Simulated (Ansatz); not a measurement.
Take the following structure.

```
Mg
1.0
     3.67198    0.00000    0.00000
     0.00000    3.67198   -0.01836
     0.00000   -0.01679    3.35881
Mg
2
Direct
  0.00000 0.00000 0.00000
  0.50000 0.50000 0.50000
```

> Give a crystallographic description of this input.

The element is magnesium. Strictly the space group is C2/m (No. 12, within 0.01 Å). It is a distorted form of a body-centred cubic structure, space group Im-3m (No. 229) within 0.45 Å: body-centred cubic (W type). The cell holds two atoms. Each Mg atom is coordinated by ten Mg at 3.08 to 3.36 Å. The bonds build a three-dimensional framework.

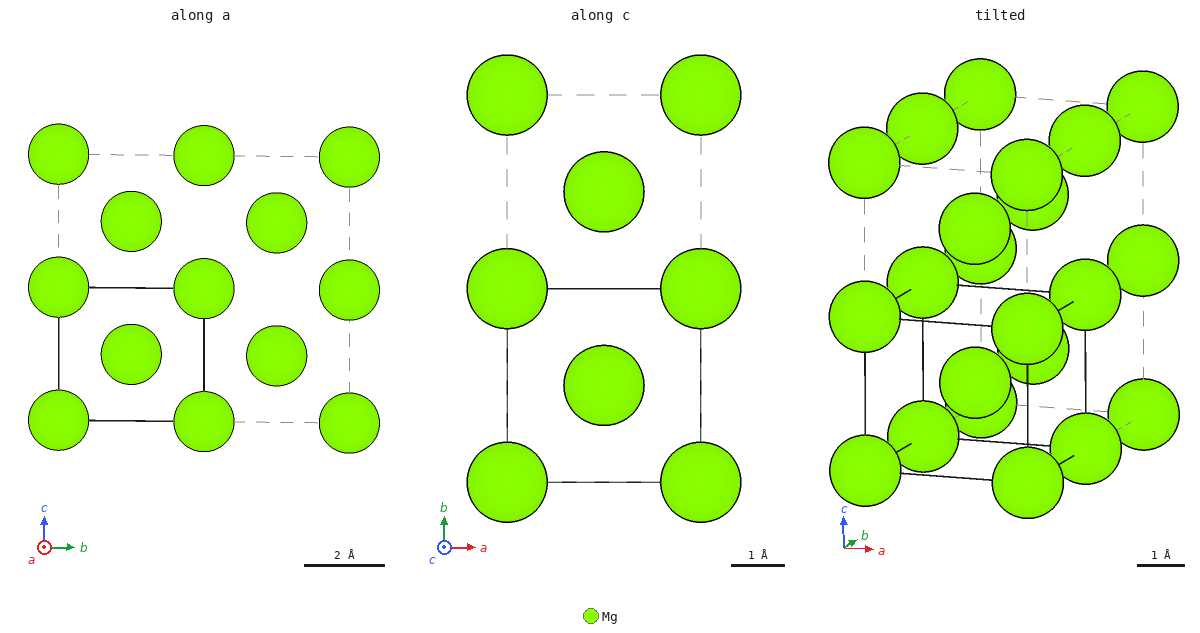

Crystal structure, spheres-only style, seen along the a axis, along the c axis and slightly off an axis. The structure is repeated 1×2×2 times; solid lines mark one drawn cell (a repeat of the simulation cell). Colours: magnesium green.

Provenance: a structure listed in the Materials Project. The cell was then strained or its atoms displaced on purpose. It went into a calculation with Ansatz.
